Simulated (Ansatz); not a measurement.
A series of calculations on C

Part 1: Relaxation

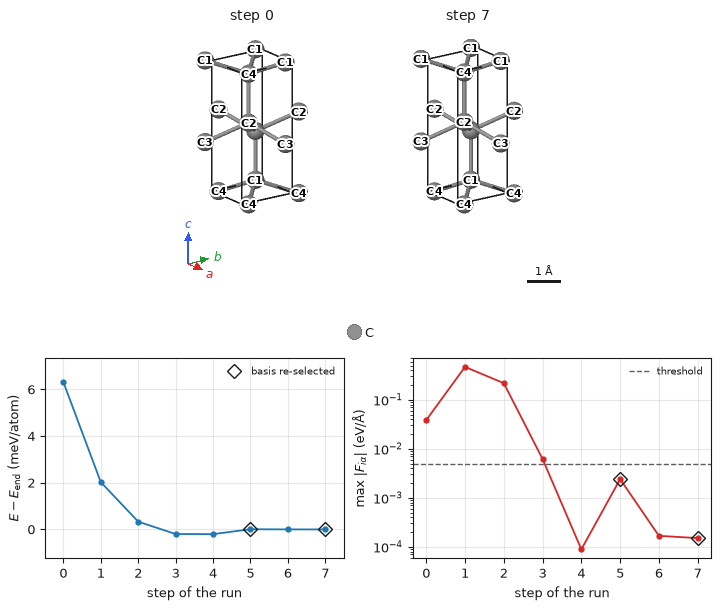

First and last geometry of a relaxation of crystalline C (set up in P6_3/mmc), with the history of the run. Style: ball-and-stick. Shown: the cell of the calculation, slightly off an axis.

The calculation used Ansatz, DFT PBEsol, scalar-relativistic, plane waves, PAW.

The input:
```yaml
crystal:
  lattice:
    - [2.5220988435, 0.0, 0.0]
    - [-1.2610494217, 2.1842016693, 0.0]
    - [0.0, 0.0, 4.1186]
  atoms:
    - { symbol: C, position: [0.3333333333, 0.6666666667, 0.0625] }
    - { symbol: C, position: [0.6666666667, 0.3333333333, 0.5625] }
    - { symbol: C, position: [0.3333333333, 0.6666666667, 0.4375] }
    - { symbol: C, position: [0.6666666667, 0.3333333333, 0.9375] }
basis:
  ecutwfc: 420
kpoints:
  mp_grid: { grid: [12, 12, 6] }
hamiltonian:
  xc: pbesol
scf:
  occupations: { method: gaussian, width: 0.02 }
output:
  forces: true
  stress: true
  eigenvalues: true
relax:
  adjacent_minimum: "off"
  f_tol: 0.005
  max_steps: 80
  cell: { stress_tol: 0.05 }
```

Launched with:
```bash
ansatz run input.yaml --threads 1 --pin off --max-ram 2560MiB --backend cpu --events-out ev --progress --plain --runs-dir out
```

Question: Read the history and describe the run.

Answer: It converged. The atoms keep their places relative to the cell (all moves are under 0.005 Å). Cell: a = b 2.522 → 2.499 Å (−0.9 %), c 4.119 → 4.161 Å (+1.0 %). Volume −0.8 %. Among the contacts that change: C1–C3 1.544 → 1.558 Å, C1–C4 1.544 → 1.534 Å. The space group stays P6_3/mmc (No. 194). Over 5 accepted moves (7 points after the start) the energy falls by 6.3 meV per atom. Largest force component: 0.039 eV/Å at the start, 0.00015 eV/Å at the end. The pressure goes from −3.36 to 0.01 GPa. At 2 points the geometry stayed and the basis and grid were re-selected for the new cell (energy shift of 0.2 meV per atom at most each time). Cost: 11 s on 1 thread of Intel(R) Xeon(R) Platinum 8259CL CPU @ 2.50GHz (Skylake/Cascade Lake) (shared host), peak memory 0.37 GiB.

Part 2: Relaxation

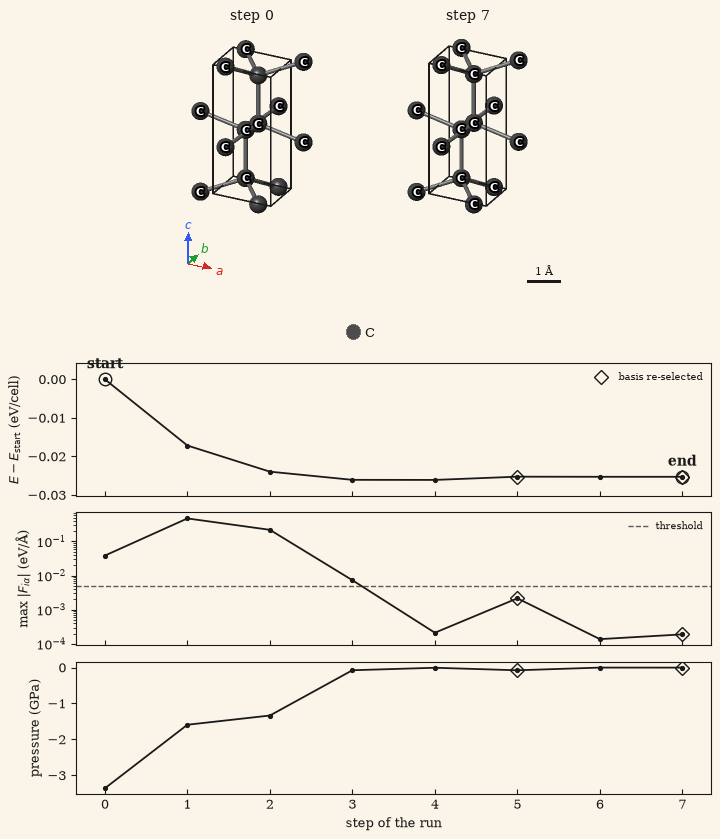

First and last geometry of a relaxation of crystalline C (set up in P6_3/mmc), with the history of the run. A ball-and-stick model of the cell of the calculation, seen slightly off an axis.

The calculation used DFT PBEsol, scalar-relativistic, plane waves, PAW; settings changed in Ansatz.

The input:
```yaml
crystal:
  lattice:
    - [2.5220988435, 0.0, 0.0]
    - [-1.2610494217, 2.1842016693, 0.0]
    - [0.0, 0.0, 4.1186]
  atoms:
    - { symbol: C, position: [0.3333333333, 0.6666666667, 0.0625] }
    - { symbol: C, position: [0.6666666667, 0.3333333333, 0.5625] }
    - { symbol: C, position: [0.3333333333, 0.6666666667, 0.4375] }
    - { symbol: C, position: [0.6666666667, 0.3333333333, 0.9375] }
basis:
  ecutwfc: 420
kpoints:
  mp_grid: { grid: [12, 12, 6] }
hamiltonian:
  xc: pbesol
scf:
  occupations: { method: gaussian, width: 0.02 }
  eigensolver: { kind: davidson }
  mixing: { algorithm: broyden, beta: 0.05, ndim: 8 }
output:
  forces: true
  eigenvalues: true
  stress: true
relax:
  adjacent_minimum: "off"
  f_tol: 0.005
  max_steps: 80
  cell: { stress_tol: 0.05 }
```

Run as
```bash
ansatz run input.yaml --threads 1 --pin off --max-ram 2560MiB --backend cpu --events-out ev --progress --plain --runs-dir out
```

Q: What do the curves and the structures tell?

A: It converged. The energy falls by 25.3 meV per cell of the calculation in 5 accepted moves (7 points after the start). Largest force component: 0.038 eV/Å at the start, 0.00019 eV/Å at the end. Pressure: −3.36 GPa at the start and 0.00 GPa at the end. At 2 points the geometry stayed and the basis and grid were re-selected for the new cell (energy shift of 0.8 meV per cell of the calculation at most each time). No atom moves by more than 0.005 Å relative to the cell. The drawn cell changes as follows: a = b 2.522 → 2.499 Å (−0.9 %), c 4.119 → 4.161 Å (+1.0 %); the volume changes by −0.8 %. Among the contacts that change: C1–C3 1.544 → 1.558 Å, C1–C4 1.544 → 1.534 Å. The space group stays P6_3/mmc (No. 194).

Part 3: Scan

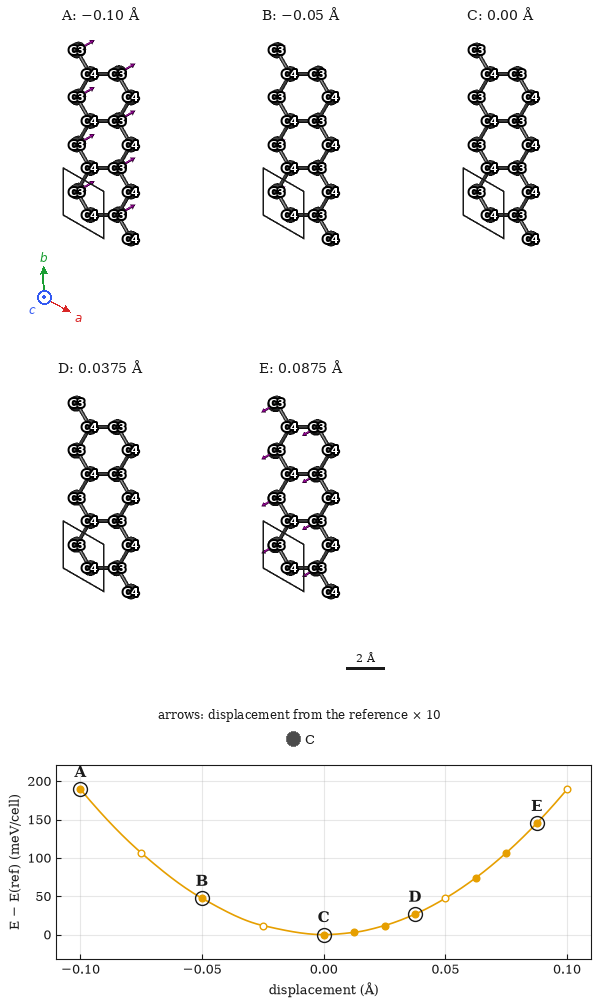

A crystal of C (P6_3/mmc): a C atom (one in each cell of 4 atoms) is moved towards the nearest copy of atom 1 (C) at 2.499 Å, all else fixed. The lettered frames are marked on the plot. Hollow markers are points alike by symmetry, not computed again. Style: ball-and-stick. Shown: the cell of the calculation, repeated 2 × 4 × 1 with one cell outlined, along the c axis. Purple arrows: displacements from the reference.

All numbers below come from DFT PBEsol, scalar-relativistic, plane waves, PAW (Ansatz). (plane-wave cutoff 420 eV; k-point mesh 12 × 12 × 6; occupations gaussian; smearing width 0.05 eV; no spin polarisation). Energies (free energies at the smearing named) are counted from the relaxed crystal.

What does the scan show?

Answer. Of the computed points the lowest is at the displacement 0.00 Å, 0.0 meV/cell. The curvature at zero is about 38 eV/Å². The well is symmetric. At the highest point the shortest interatomic distance is 1.45 Å, against 1.53 Å in the reference. The distortion takes the space group from P6_3/mmc to P1.

The computed points:

| displacement (Å) | E − E(ref) (meV/cell) |
| --- | --- |
| −0.1000 | 189.2 |
| −0.0750 | 106.5 |
| −0.0500 | 47.3 |
| −0.0250 | 11.8 |
| 0.0000 | 0.0 |
| 0.0125 | 3.0 |
| 0.0250 | 11.8 |
| 0.0375 | 26.6 |
| 0.0500 | 47.3 |
| 0.0625 | 74.0 |
| 0.0750 | 106.5 |
| 0.0875 | 144.9 |
| 0.1000 | 189.2 |

Points that are alike by symmetry were computed once.
